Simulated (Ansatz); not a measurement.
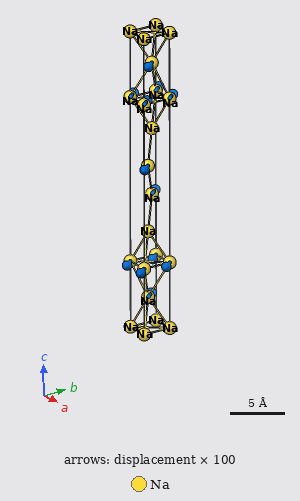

A relaxation of crystalline Na (set up in C2/m). The starting structure is drawn; blue arrows show the displacements (the part carried along by the change of the cell is left out), magnified 100 times.

A ball-and-stick model of the conventional cell (3 times the calculation's cell), seen slightly off an axis. Lengths and directions refer to the drawn axes.

Theory: DFT PBE+D3(BJ), scalar-relativistic, plane waves, PAW (Ansatz). Set-up: plane-wave cutoff 420 eV; k-point mesh 14 × 14 × 6; occupations gaussian; smearing width 0.1 eV; no spin polarisation; cell and atoms relaxed; force threshold 0.005 eV/Å; at most 80 steps.

Q: Describe the change and its energy.

A: The largest moves relative to the cell, 0.027 Å, are those of Na atoms. The drawn cell changes as follows: a = b 3.697 → 3.628 Å (−1.9 %), c 28.095 → 26.709 Å (−4.9 %), α 89.8° → 88.5°, β 90.2° → 91.5°, γ 119.7° → 119.4°; the volume changes by −8.2 %. Near-neighbour distances that change, for instance: Na–Na 3.781 → 3.606 Å, Na–Na 3.789 → 3.649 Å, Na–Na 3.788 → 3.698 Å, Na–Na 3.697 → 3.628 Å. The space group stays C2/m (No. 12). After 5 accepted moves (6 points after the start) the energy has fallen by 7.8 meV per atom. Largest force component: 0.0017 eV/Å at the start, 0.00016 eV/Å at the end. Pressure: −0.64 GPa at the start and 0.00 GPa at the end. At 1 point the geometry stayed and the basis and grid were re-selected for the new cell (energy shift of 0.1 meV per atom at most each time). The run took of the order of 2.3 core-minutes on a shared host.
